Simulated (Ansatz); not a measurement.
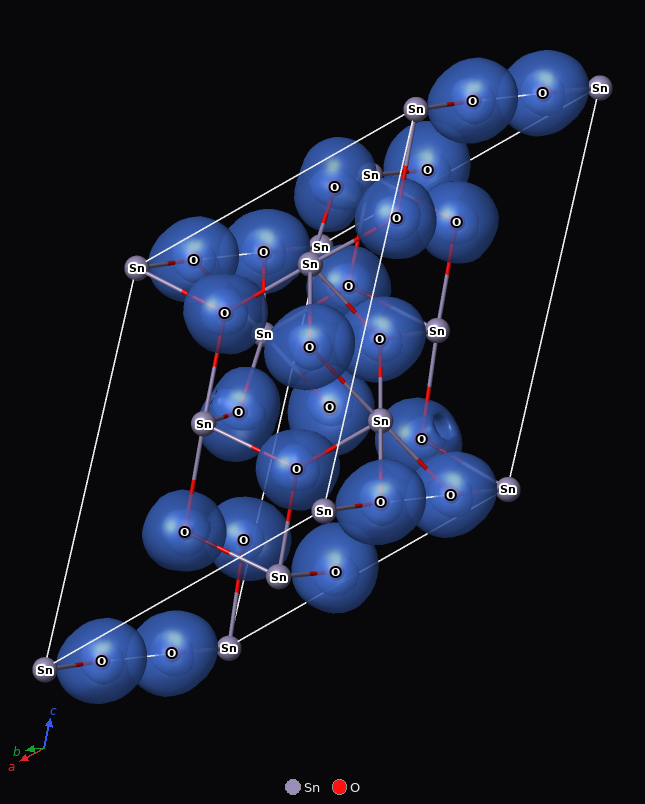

Figure. Sn$_{7}$O$_{16}$ (cell with a defect). Isosurface of the electron localisation function at 0.75 (blue), seen at an oblique angle. Core shells and regions of very low density are left out. Sticks mark near contacts.

Spin-polarised.

The calculation used Ansatz 0.2.0, DFT PBE, scalar-relativistic, plane waves, PAW.

Describe the localisation domains.

The surface consists of 16 regions wrapped around O (the valence shell of each), counted in one cell of 23 atoms. Regions shared between cells count once. Profiles from the grid: Sn–O (2.01 Å): the ELF peaks at about 0.80 in the valence shell of O, 0.6 Å from its nucleus, and is about 0.25 at the midpoint (no shared electron pair shows on this line). Sn–O (2.05 Å): the ELF peaks at about 0.80 in the valence shell of O, 0.6 Å from its nucleus, and is about 0.25 at the midpoint; no localised pair shows between them.

Does the calculation make it a metal, or give it a gap?

It is gapless in this calculation (a metal or semimetal).
